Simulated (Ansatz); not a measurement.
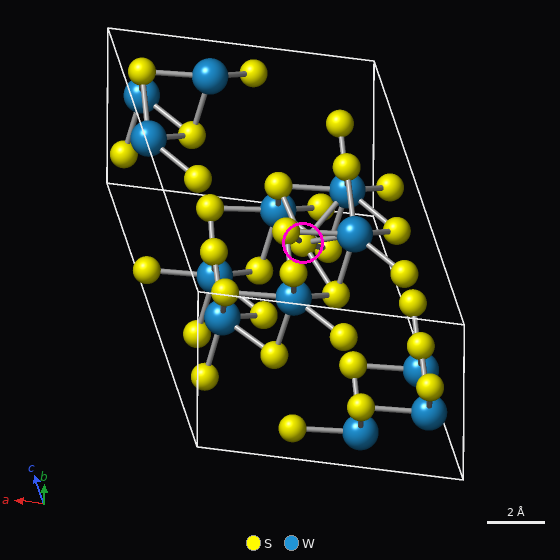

Structure drawing (ball-and-stick), viewed from a general direction. Atoms at the boundary of the supercell (the box) are drawn once for each face, edge or corner they touch. The host is WS₂, in a cell of 39 sites, and the cell carries a charge of +1. A ring marks the defect's site.

What defect is present?

Sulfur on a tungsten site (an antisite). It is bonded to four S and two W (about 2.3 Å to S, 2.6 Å to W). Not all metal-metal contacts are counted.

The calculation used DFT PBE, scalar-relativistic, plane waves, PAW in Ansatz, with plane waves up to 420 eV, k-point mesh 2×2×2, Gaussian smearing of 0.01 eV, collinear spins.

Is a magnetic moment found?

Yes, 0.5 μB in the cell.

The atoms were relaxed in the host's cell with DFT PBE, scalar-relativistic, plane waves, PAW in Ansatz.
